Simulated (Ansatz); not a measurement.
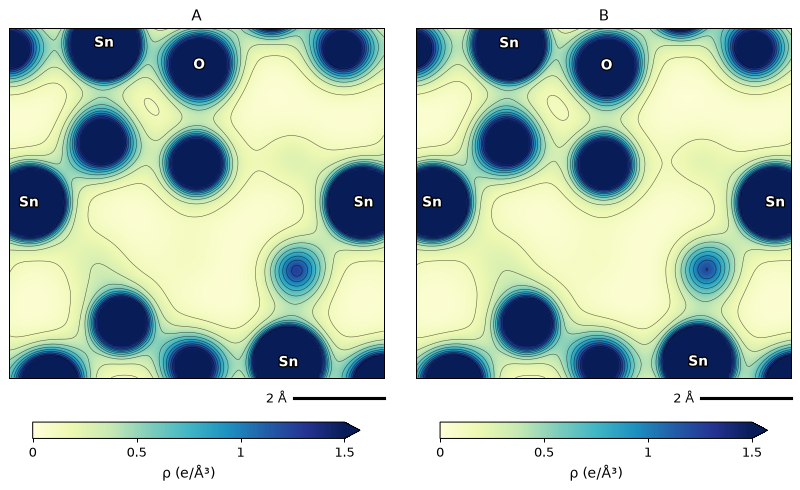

SnO$_{2}$. The valence electron density of two cells that differ in size and shape, on the (111) plane of each (indices in the axes of the calculation cell), at one length scale and on one colour scale: B has 14.3 Å³ an atom and A 13.8.

The calculation used Ansatz 0.2.0, DFT PBE, scalar-relativistic, plane waves, PAW.

Core electrons are frozen (PAW), and the valence fields are smoothed inside the atomic spheres.

The larger cell:

```
CELL_PARAMETERS angstrom
5.10108 0.00000 0.00000
0.00000 5.95768 0.00000
0.00000 0.00000 5.64964
ATOMIC_POSITIONS crystal
Sn 0.50000 0.66517 0.75000
Sn 0.00000 0.83483 0.25000
Sn 0.50000 0.33483 0.25000
Sn 0.00000 0.16517 0.75000
O 0.73012 0.60706 0.07817
O 0.23012 0.89294 0.92183
O 0.76988 0.89294 0.57817
O 0.26988 0.60706 0.42183
O 0.73012 0.39294 0.57817
O 0.23012 0.10706 0.42183
O 0.76988 0.10706 0.07817
O 0.26988 0.39294 0.92183
```

The smaller cell: a = 4.975 Å, b = 6.048 Å, c = 5.510 Å, α = 90.00°, β = 90.00°, γ = 90.00°.

**What does the compression do to the bonding and the properties?**

From the larger cell to the smaller, Sn–O goes from 2.22 to 2.17 Å, and the density at its midpoint from 0.47 to 0.52 e/Å³; the pressure goes from −19 to −16 GPa.

PAW datasets: the set soft_1.
